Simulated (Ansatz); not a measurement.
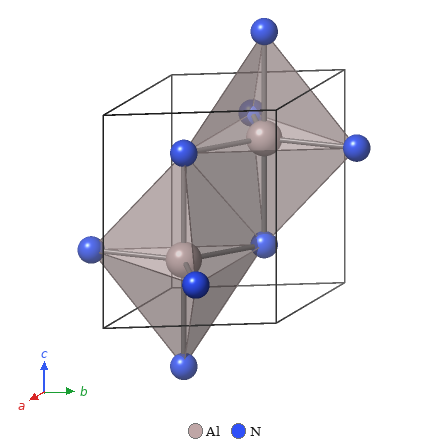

System: AlN, space group P6_3/mmc (No. 194). The picture shows the conventional cell.

Starting cell:
```cif
data_structure
_symmetry_space_group_name_H-M 'P 1'
_symmetry_Int_Tables_number 1
_cell_length_a 3.3143
_cell_length_b 3.3143
_cell_length_c 4.1869
_cell_angle_alpha 90.000
_cell_angle_beta 90.000
_cell_angle_gamma 120.000
_cell_volume 39.83
loop_
_atom_site_label
_atom_site_type_symbol
_atom_site_fract_x
_atom_site_fract_y
_atom_site_fract_z
_atom_site_occupancy
Al1 Al 0.33333 0.66667 0.75000 1
Al2 Al 0.66667 0.33333 0.25000 1
N1 N 0.33333 0.66667 0.25000 1
N2 N 0.66667 0.33333 0.75000 1
```

Method: third-order Birch-Murnaghan fit to density functional energies at scaled volumes of the given relaxed cell, shape and atoms relaxed at each volume; energies count from the fitted minimum; plane waves with PAW datasets, Γ-centred k mesh (Ansatz 0.2.0). Level: PBE, no spin polarisation.

```
       setting     value
   wave cutoff    420 eV
        k mesh     9×9×6
   occupations  Gaussian
smearing width   0.02 eV
```

Describe the result: the energy above the minimum against volume. The volume takes the values 8.762, 9.061, 9.360, 9.659, 9.957, 10.256, 10.555, 10.953 Å³/atom.

A third-order Birch–Murnaghan fit gives V0 = 9.96 Å³/atom, B0 = 198 GPa and B′ = 4.4. The energy above the minimum is 112.0 meV/atom at volume 8.762 Å³/atom and 51.7 meV/atom at 10.953 Å³/atom; the lowest computed point is at volume 9.957 Å³/atom (−0.1 meV/atom), in a single well.

```csv
volume (Å³/atom),energy above the minimum (meV/atom)
8.762,112.0
9.061,59.5
9.360,25.0
9.659,5.8
9.957,-0.1
10.256,5.2
10.555,20.0
10.953,51.7
```

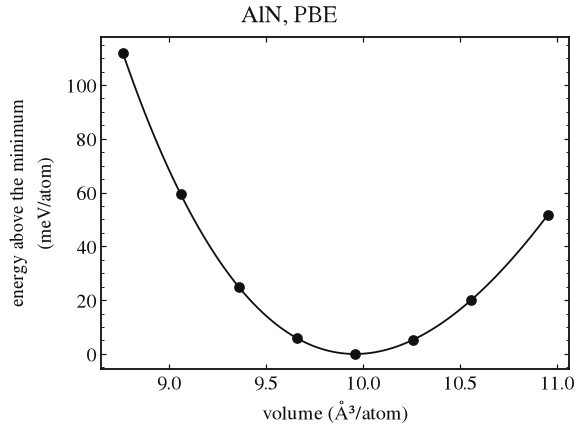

Note: odd k mesh can miss points on the zone edge.
